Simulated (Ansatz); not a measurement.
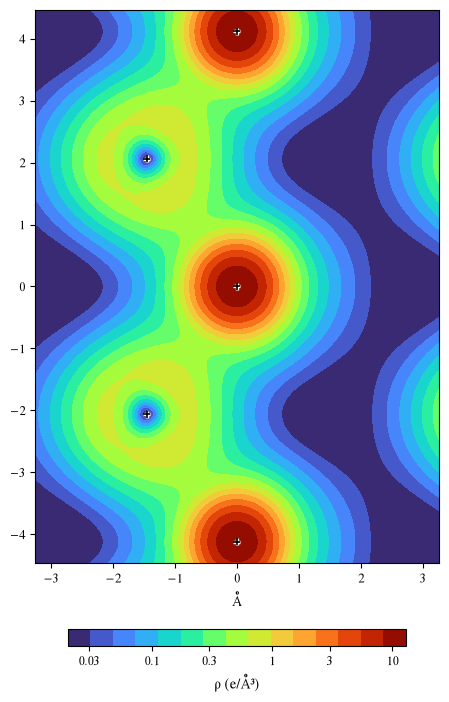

The valence electron density on a plane through atoms (crosses mark nuclei in the plane).

Computed with DFT LDA, scalar-relativistic, plane waves, PAW in Ansatz 0.2.0.

Candidates:
A. InP, a = 5.83 Å, b = 5.83 Å, c = 5.83 Å, α = 90.00°, β = 90.00°, γ = 90.00°. Space group F-43m.
B. Si, a = 4.52 Å, b = 2.61 Å, c = 2.47 Å, α = 90.00°, β = 94.30°, γ = 90.00°. Space group C2/m; a structure from a database of computed crystals, not necessarily the ambient phase; changed on purpose from its base cell (strain +0.0750 x Voigt [0, 0, 0, 1, 0, 0], atoms carried along).

### Which system is this?

Candidate A: InP on the (101) plane of the conventional cell, which holds In and P. In–P (2.52 Å): ρ at the midpoint is about 0.46 e/Å³.
